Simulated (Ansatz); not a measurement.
**SrCl₂: geometry relaxation**

System: SrCl₂ (Fm-3m, 3 atoms in the cell).
Method: DFT r2SCAN, scalar-relativistic, plane waves, PAW, no spin polarisation (Ansatz 0.2.0).

The structure derives from an entry of the Crystallography Open Database. Figures and captions count atoms from 1; the log counts them from 0 in places.

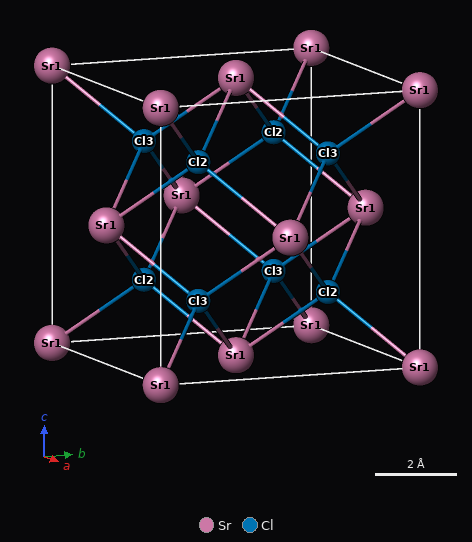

Figure 1. The structure as given in the input (ball-and-stick view of the cell 4 times as large as that of the calculation, set on its symmetry axes, seen slightly off an axis; atoms are numbered from 1 in the order of the input). An atom can appear more than once, as a periodic image. Near neighbours in the periodic cell (some may lie outside the picture): Sr has 8 Cl at 3.02 Å; Cl has 4 Sr at 3.02 Å.

The input
```yaml
crystal:
  lattice:
    - [0.0, 3.48835, 3.48835]
    - [3.48835, 0.0, 3.48835]
    - [3.48835, 3.48835, 0.0]
  atoms:
    - { symbol: Sr, position: [0.0, 0.0, 0.0] }
    - { symbol: Cl, position: [0.25, 0.25, 0.25] }
    - { symbol: Cl, position: [0.75, 0.75, 0.75] }
basis:
  ecutwfc: 500
kpoints:
  mp_grid: { grid: [6, 6, 6] }
hamiltonian:
  xc: r2scan
scf:
  occupations: { method: gaussian, width: 0.02 }
output:
  forces: true
  stress: true
  eigenvalues: true
  write_density: true
  write_potential: true
  elf: true
  volumetric_format: npy
relax:
  adjacent_minimum: "off"
  f_tol: 0.005
  max_steps: 80
  cell: { stress_tol: 0.05 }
```

Run on 1 thread of Arm Neoverse V2, 24 GiB of memory available, shared host.

Run as:
```bash
ansatz run input.yaml --threads 1 --pin off --max-ram 2560MiB --backend cpu --events-out ev --progress --plain --runs-dir out
```

Output
```
Engine: ansatz 0.2.0, aarch64-unknown-linux-gnu
Pseudopotentials: kind: paw
Pseudopotential: Sr, paw, valence charge 10, recommended cutoff 500 eV (meta_gga), Sr.paw.azcp
Pseudopotential: Cl, paw, valence charge 7, recommended cutoff 500 eV (meta_gga), Cl.paw.azcp
Functional definition: r2SCAN
  parameter k0 = 0.174
  parameter k1 = 0.065
  parameter a1 = 4.9479
  exchange = r2scan_x(k0 = k0, k1 = k1, a1 = a1)
  correlation = r2scan_c
Crystal: 3 atoms, lattice volume = 84.897 Å³
Basis set: ecut = 500 eV, 2109 PW (Γ), exchange–correlation on 144×144×144 points (64 copies of the dense FFT grid, shifted against one another)
Bands: 16, of which v1, the nominal top of the filled ones, is band 12 counted from 1 (11 counted from 0)
Symmetry: 48 space group operations
Space group: Fm-3m (ITA 225), of the structure as read, at distance tolerance 4.4e-5 Å
k-points: 16 of 216
Non-local potential: Sr, projectors of the file, l = 0: 3, l = 1: 2, l = 2: 2
Non-local potential: Cl, projectors of the file, l = 0: 2, l = 1: 2, l = 2: 2
PAW form: soft (Blöchl's): semilocal exchange-correlation on the pseudo side does not see the compensation charge
PAW frozen core: Sr, regenerated for the run's functional (the file was generated under x = pbe(κ = 0.804, μ = 0.2195149727645171), c = pbe(β = 0.06672455060314922))
PAW frozen core: Cl, regenerated for the run's functional (the file was generated under x = pbe(κ = 0.804, μ = 0.2195149727645171), c = pbe(β = 0.06672455060314922))
PAW one-centre angular grid: Sr, 302 points (default); XC on 160 Gauss nodes
PAW one-centre angular grid: Cl, 302 points (default); XC on 160 Gauss nodes
Initial density: superposition of atomic densities (neutral atoms: chi_scale 0, normalization atom), corrected by the library's trained network
Initial wavefunctions: pseudopotential atomic-orbital guess
Functional: x = r2scan, c = r2scan; τ floored in thin density (d = 2e-4 eV/Å³)
SCF iter   1: F=—  HF=-5730.669029 eV  |F-HF|=—  |Δ(HF+E_count)|=         —  Δρ=3.97e-3  dr2=7.80e-3  dr2_τ=7.82e-3  ethr=1.77e-3  ⟨swp⟩=9.6  Hψ=1914  notcnv=0
preconditioner: auto → none  [insulator: Δε(μ)=6.006 eV  Ē_g=14.964 eV  σ=0.020 eV  W_gap=1.00  n_scr=14 (ndim 8)  ℏωp=18.9 eV  f_vac=0.093  D(μ)=0.00/eV (n_scr^D=0)  ε∞_Penn≈2.6]
SCF iter   2: F=—  HF=-5730.715088 eV  |F-HF|=—  |Δ(HF+E_count)|=   4.61e-2  Δρ=1.96e-3  dr2=1.58e-3  dr2_τ=1.57e-4  ethr=3.25e-5  ⟨swp⟩=3.1  Hψ=700  notcnv=0
SCF iter   3: F=—  HF=-5730.715351 eV  |F-HF|=—  |Δ(HF+E_count)|=   2.62e-4  Δρ=4.15e-4  dr2=1.14e-4  dr2_τ=2.65e-5  ethr=6.58e-6  ⟨swp⟩=3.1  Hψ=524  notcnv=0
SCF iter   4: F=—  HF=-5730.715337 eV  |F-HF|=—  |Δ(HF+E_count)|=   1.32e-5  Δρ=6.33e-5  dr2=2.75e-6  dr2_τ=1.28e-6  ethr=4.76e-7  ⟨swp⟩=2.0  Hψ=366  notcnv=0
SCF iter   5: F=—  HF=-5730.715337 eV  |F-HF|=—  |Δ(HF+E_count)|=   9.46e-8  Δρ=1.54e-5  dr2=8.57e-8  dr2_τ=9.95e-9  ethr=1.14e-8  ⟨swp⟩=2.2  Hψ=415  notcnv=0
SCF iter   6: F=-5730.715338 eV  HF=-5730.715338 eV  |F-HF|=1.86e-10  |Δ(HF+E_count)|=   5.41e-8  Δρ=1.78e-6  dr2=2.05e-9  dr2_τ=1.88e-9  ethr=3.57e-10  ⟨swp⟩=7.5  Hψ=1879  notcnv=0
SCF 1 converged in 6 iterations: F = -5730.715338 eV  dr2 = 2.05e-9
  greatest PAW one-centre occupation: 0.988 electrons in one spin orbital (limit 2), on the Sr atom at site 0 (counted from 0), in its partial waves of l = 0
relax step   1: F+E_penalty+E_count = -5730.71533754 eV  Δ(F+E_penalty+E_count) = +0.000e0 eV  max|allowed force component| = 1.735e-18 eV/Å  Δτ_max = 0.0000 Å  P = +0.292 GPa  Ω = 84.897 Å³  (6 SCF iters, dr2 threshold 1.00e-7 eV, accepted)
Crystal: 3 atoms, lattice volume = 85.563 Å³
Initial density: handed on by an earlier stage of this run
Initial wavefunctions: those handed on with the density
iter 1 solved again at ethr=6.95e-7 eV; its pass at ethr=3.10e-3 eV (dr2=1.67e-4 eV) is discarded
SCF iter   1: F=—  HF=-5730.714897 eV  |F-HF|=—  |Δ(HF+E_count)|=         —  Δρ=2.55e-4  dr2=1.60e-4  dr2_τ=4.65e-4  ethr=6.95e-7  ⟨swp⟩=2.0  Hψ=1780  notcnv=0
preconditioner: auto → none  [insulator: Δε(μ)=5.937 eV  Ē_g=14.901 eV  σ=0.020 eV  W_gap=1.00  n_scr=14 (ndim 8)  ℏωp=18.8 eV  f_vac=0.095  D(μ)=0.00/eV (n_scr^D=0)  ε∞_Penn≈2.6]
SCF iter   2: F=—  HF=-5730.715867 eV  |F-HF|=—  |Δ(HF+E_count)|=   9.70e-4  Δρ=1.21e-4  dr2=2.32e-5  dr2_τ=2.15e-6  ethr=6.67e-7  ⟨swp⟩=2.1  Hψ=513  notcnv=0
SCF iter   3: F=—  HF=-5730.715864 eV  |F-HF|=—  |Δ(HF+E_count)|=   2.81e-6  Δρ=3.73e-5  dr2=9.05e-7  dr2_τ=1.73e-7  ethr=9.65e-8  ⟨swp⟩=2.3  Hψ=428  notcnv=0
SCF iter   4: F=-5730.715865 eV  HF=-5730.715865 eV  |F-HF|=1.64e-8  |Δ(HF+E_count)|=   4.63e-7  Δρ=7.99e-6  dr2=4.84e-8  dr2_τ=1.38e-8  ethr=8.86e-10  ⟨swp⟩=12.2  Hψ=2247  notcnv=0
SCF 2 converged in 4 iterations: F = -5730.715865 eV  dr2 = 4.84e-8
relax step   2: F+E_penalty+E_count = -5730.71586490 eV  Δ(F+E_penalty+E_count) = -5.274e-4 eV  max|allowed force component| = 6.746e-18 eV/Å  Δτ_max = 0.0000 Å  P = -0.007 GPa  Ω = 85.563 Å³  energy of the carried Pulay correction = -6.033e-5 eV  (4 SCF iters, dr2 threshold 2.13e-7 eV, accepted)
Basis set: ecut = 500 eV, 2109 PW (Γ), exchange–correlation on 160×160×160 points (64 copies of the dense FFT grid, shifted against one another)
Initial wavefunctions: pseudopotential atomic-orbital guess (no wavefunctions were taken with the density)
iter 1 solved again at ethr=5.98e-8 eV; its pass at ethr=3.10e-3 eV (dr2=1.43e-5 eV) is discarded
SCF iter   1: F=—  HF=-5730.715923 eV  |F-HF|=—  |Δ(HF+E_count)|=         —  Δρ=1.99e-5  dr2=5.89e-8  dr2_τ=6.71e-8  ethr=5.98e-8  ⟨swp⟩=4.3  Hψ=2847  notcnv=0
preconditioner: auto → none  [insulator: Δε(μ)=5.938 eV  Ē_g=14.904 eV  σ=0.020 eV  W_gap=1.00  n_scr=14 (ndim 8)  ℏωp=18.8 eV  f_vac=0.093  D(μ)=0.00/eV (n_scr^D=0)  ε∞_Penn≈2.6]
SCF iter   2: F=—  HF=-5730.715922 eV  |F-HF|=—  |Δ(HF+E_count)|=   1.31e-6  Δρ=9.98e-6  dr2=1.06e-8  dr2_τ=3.54e-8  ethr=2.46e-10  ⟨swp⟩=2.6  Hψ=489  notcnv=0
SCF iter   3: F=—  HF=-5730.715921 eV  |F-HF|=—  |Δ(HF+E_count)|=   6.66e-7  Δρ=2.56e-6  dr2=1.43e-9  dr2_τ=2.27e-9  ethr=4.42e-11  ⟨swp⟩=2.4  Hψ=415  notcnv=0
SCF iter   4: F=-5730.715921 eV  HF=-5730.715921 eV  |F-HF|=2.07e-10  |Δ(HF+E_count)|=   4.60e-8  Δρ=1.90e-7  dr2=1.12e-11  dr2_τ=1.54e-11  ethr=1.00e-12  ⟨swp⟩=6.2  Hψ=1612  notcnv=0
SCF 3 converged in 4 iterations: F = -5730.715921 eV  dr2 = 1.12e-11
relax step   3: F+E_penalty+E_count = -5730.71592136 eV  Δ(F+E_penalty+E_count) = -5.646e-5 eV  max|allowed force component| = 7.999e-18 eV/Å  Δτ_max = 0.0000 Å  P = -0.007 GPa  Ω = 85.563 Å³  stress off target by 7.15e-3 GPa  SCF on the basis re-selected at this cell (its energy is not comparable with the rows above)  (4 SCF iters)
```

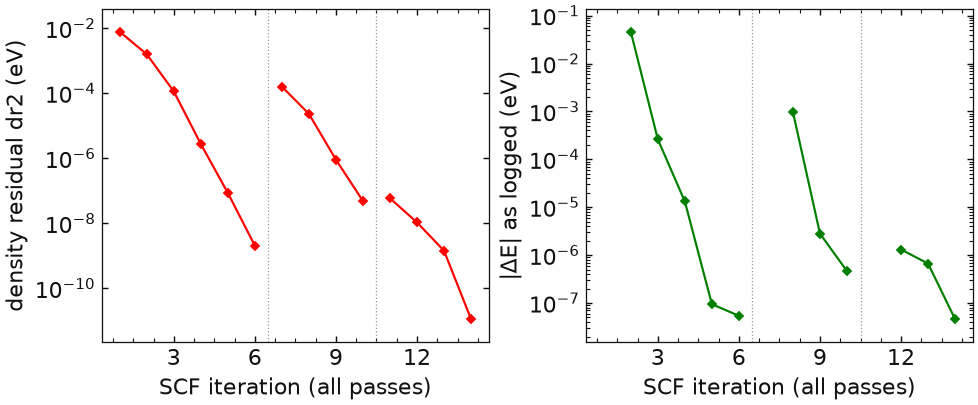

Figure 2. Convergence of the self-consistent field: density residual dr2 and size of the energy change against the SCF iteration. The dotted lines part the SCF passes of the relaxation: geometry steps, rejected trials and re-solves on a re-selected basis. The passes take 6, 4 and 4 iterations.

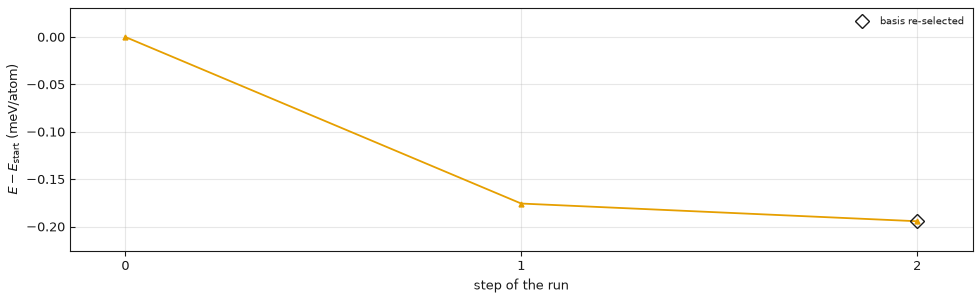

Figure 3. Progress of the relaxation, step by step (the first geometry is step 0 here and step 1 in the log). The energy falls by 0.2 meV per atom in 1 geometry step. All forces vanish by symmetry, so only the cell relaxes. The pressure goes from 0.29 to −0.01 GPa. The atoms keep their places relative to the cell (all moves are under 0.005 Å). A last SCF at the same geometry on a re-selected plane-wave basis shifts the energy by next to nothing (0.0 meV per atom).

```
basis re-selected at this cell: Δ(F+E_penalty+E_count) = -5.646e-5 eV, ΔP = +0.000 GPa vs the last step (what re-selecting the basis moved, of the pressure what is left beyond the Pulay correction that the steps carried, after the strain that the cell walked since its last selection, with what the two solves' SCF thresholds leave and, on support functions, any second-order correction that the steps lacked; it is no measure of the basis error at this ecutwfc). The dense FFT grid was sized anew with the basis: this SCF ran on 40×40×40 points, the steps before it on 36×36×36, so part of this shift can come from that change (see relax.cell in the input reference). This SCF's stress stands 7.15e-3 GPa from its target on what of the cell is left free (relax.cell.stress_tol is 5.00e-2 GPa) and its largest allowed force component is 8.00e-18 eV/Å (relax.f_tol is 5.00e-3 eV/Å): within both
SCF converged after 4 iterations
Free energy (F): -5730.715921 eV
Harris-Foulkes:  -5730.715921 eV  (|F-HF|=2.07e-10)
Internal energy: -5730.715921 eV  (E = F + TS)
E sigma→0 (E₀):  -5730.715921 eV
Fermi energy:    5.620842 eV
--- Per-component energies (eV) ---
  E_band       = -164.443806
  E_kinetic    = 567.928402
  E_local      = -1184.558107  (includes V_loc(G=0)·N_el)
  E_nonlocal   = 257.761915
  E_hartree    = 326.021108
  E_xc         = -373.229143
  E_vxc        = -448.894414  (∫ρ·V_xc dr)
  E_paw        = -4048.784189  (= ΣΔE_a)
  E_vpaw       = -32.305635  (= ΣTr[D̂ρ^β])
  E_aug_tail   = 0.000071  (compensation charges beyond the density's cutoff)
  E_vtau       = 23.581712  (kinetic-family band-sum trace: ∫τ·v_τ [+ j·A + Jᵃ·Aᵃ] dr)
  E_ewald      = -1275.437128
  E_core_change = -0.418850  (= ΣΔE_core)
  E_smearing   = -0.000000  (= −TS)
  E_closure    = 0.000000  (closes the sum)
  Σ components = -5730.715921   (vs F -5730.715921, Δ=0.00e0)
--- Forces (eV/Å), atoms counted from 1 ---
  atom   1  Sr     0.00000000     0.00000000    -0.00000000
  atom   2  Cl    -0.00000000    -0.00000000     0.00000000
  atom   3  Cl     0.00000000     0.00000000     0.00000000
  max |Σ_I F_I| component: 2.02e-18 eV/Å
--- Stress (GPa, compression-positive) ---
       -0.007146      -0.000000      -0.000000
       -0.000000      -0.007146      -0.000000
       -0.000000      -0.000000      -0.007146
  P = ⅓ Tr σ = -0.0071 GPa (-0.071 kbar)
--- Band table (eV; the first three rows and the last of 16) ---
  k-point 0: bands = ["-31.2057", "-12.5753", "-12.5753", "-12.5753", "-11.1997", "-10.3409", "0.5333", "0.5333", "0.5333", "2.3092", "2.3092", "2.3092", "8.5899", "9.3517", "9.3517", "12.1860"]
  k-point 1: bands = ["-31.2049", "-12.6761", "-12.5787", "-12.5787", "-11.0369", "-10.3975", "0.6344", "0.6344", "0.7146", "2.0142", "2.1633", "2.1633", "9.1607", "9.5535", "9.5535", "11.2743"]
  k-point 2: bands = ["-31.2033", "-12.8283", "-12.5855", "-12.5855", "-10.8201", "-10.4418", "0.8915", "0.8915", "1.0617", "1.5078", "1.8348", "1.8348", "9.8669", "9.8669", "9.9966", "11.3963"]
  k-point 15: bands = ["-31.2014", "-12.8807", "-12.7056", "-12.6080", "-10.5761", "-10.4550", "0.0788", "0.5394", "1.0828", "1.8279", "2.3257", "2.5800", "9.0946", "10.4906", "10.5186", "10.7871"]
--- Relaxed structure (2 steps of the walk, 2 accepted, 1 SCFs on fresh bases) ---
  F+E_penalty+E_count = -5730.71592136 eV   max|allowed force component| = 7.999e-18 eV/Å   (the final SCF, on the basis selected at the relaxed cell)
  cell:  # Å, volume = 85.5634 Å³
    - [-8.279979553455335e-35, 3.49745901563717, 3.49745901563717]
    - [3.49745901563717, -7.215126413768169e-35, 3.49745901563717]
    - [3.49745901563717, 3.49745901563717, -5.304361901432323e-35]
  atoms:
    - { symbol: Sr, position: [-9.585128716075751e-35, 1.456939564843514e-34, 1.686982654029333e-35] }
    - { symbol: Cl, position: [0.25000000000000006, 0.25000000000000006, 0.25000000000000006] }
    - { symbol: Cl, position: [0.75, 0.75, 0.75] }
```

Trajectory as extended XYZ (Å, eV, eV/Å), 3 frames, from step=1 to step=3
```
3
Lattice="0.0000 3.4884 3.4884 3.4884 0.0000 3.4884 3.4884 3.4884 0.0000" Properties=species:S:1:pos:R:3:forces:R:3 step=1 energy=-5730.71534 pressure_GPa=0.29
Sr    0.0000    0.0000    0.0000    0.0000   0.0000   0.0000
Cl    1.7442    1.7442    1.7442    0.0000   0.0000   0.0000
Cl    5.2325    5.2325    5.2325    0.0000   0.0000   0.0000
3
Lattice="0.0000 3.4975 3.4975 3.4975 0.0000 3.4975 3.4975 3.4975 0.0000" Properties=species:S:1:pos:R:3:forces:R:3 step=2 energy=-5730.71587 pressure_GPa=-0.01
Sr    0.0000    0.0000    0.0000    0.0000   0.0000   0.0000
Cl    1.7487    1.7487    1.7487    0.0000   0.0000   0.0000
Cl    5.2462    5.2462    5.2462    0.0000   0.0000   0.0000
3
Lattice="0.0000 3.4975 3.4975 3.4975 0.0000 3.4975 3.4975 3.4975 0.0000" Properties=species:S:1:pos:R:3:forces:R:3 step=3 energy=-5730.71592 pressure_GPa=-0.01
Sr    0.0000    0.0000    0.0000    0.0000   0.0000   0.0000
Cl    1.7487    1.7487    1.7487    0.0000   0.0000   0.0000
Cl    5.2462    5.2462    5.2462    0.0000   0.0000   0.0000
```

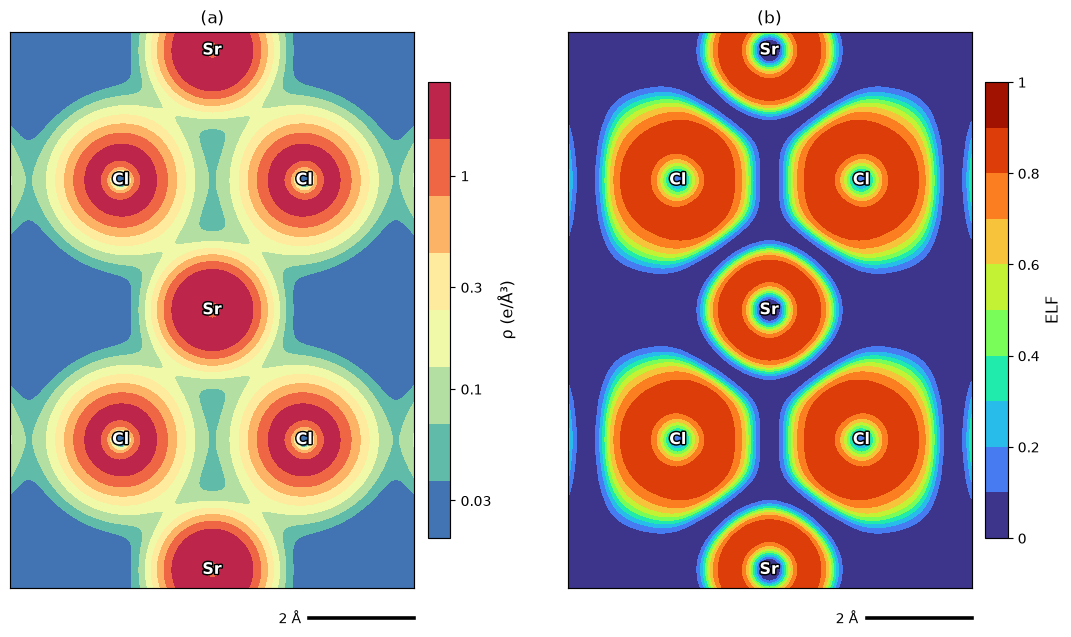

Figure 4. (a) valence pseudo-density; (b) electron localisation function on the (110) plane of the conventional cell. Atoms in the plane: Sr and Cl. Sr–Cl (3.03 Å): ρ is about 0.14 e/Å³ halfway; the ELF peaks at about 0.90 in the valence shell of Cl, 0.8 Å from its nucleus, and drops to about 0.05 between the two atoms (two separate closed shells). Away from the nuclei the density in this plane falls to 0.003 e/Å³ at its lowest. The strong features right at Sr lie inside the PAW spheres (semicore, d or f shells) and say nothing about bonding. In a PAW calculation such maps are meaningful between the atoms, not at the nuclei.

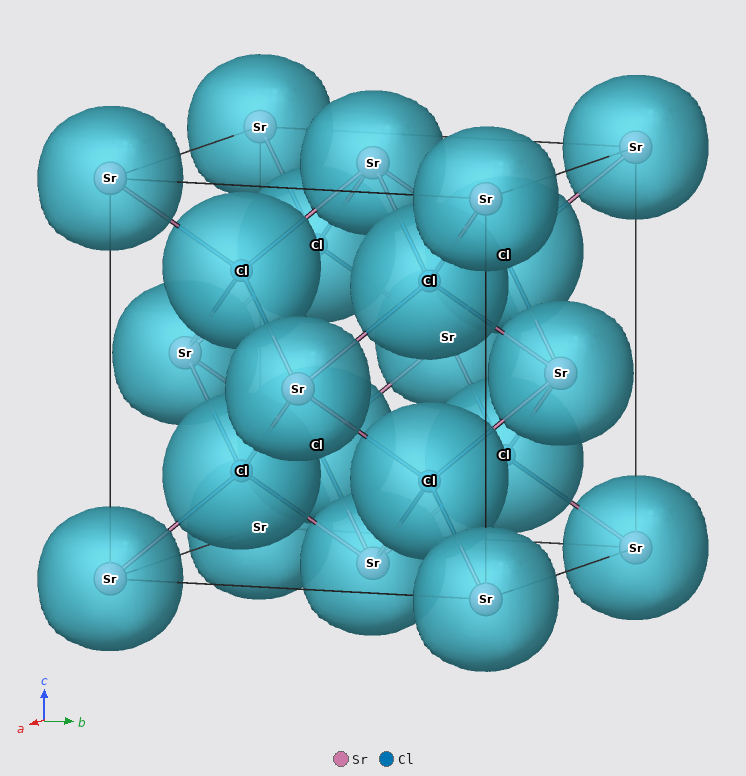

Figure 5. Isosurface of the valence pseudo-density at 0.15 e/Å³ (cyan), seen slightly off an axis. Sticks mark near contacts. The outline is the cell set on symmetry axes. At this value the density breaks into separate islands; it holds about 85 % of the electrons treated as valence (semicore included). It is pinched off along the Sr–Cl (3.03 Å) contacts. On the grid the lowest density along these lines, outside the cores, is 0.13 e/Å³ (Sr–Cl, 3.03 Å).

Summary

- outcome: converged
- space group (tolerance 0.01 Å): Fm-3m (225)
- electrons treated: 24
- free energy: −5730.7159 eV
- Fermi energy: 5.621 eV
- gap on the k-point mesh: 5.94 eV
- pressure: −0.01 GPa
- final volume: 85.56 Å³
- largest force (length of the vector) at the end: under 0.001 eV/Å
- final cell: a = 4.946 Å, b = 4.946 Å, c = 4.946 Å, α = 60.00°, β = 60.00°, γ = 60.00°
- wall time: 11 s
- peak memory: 0.56 GiB
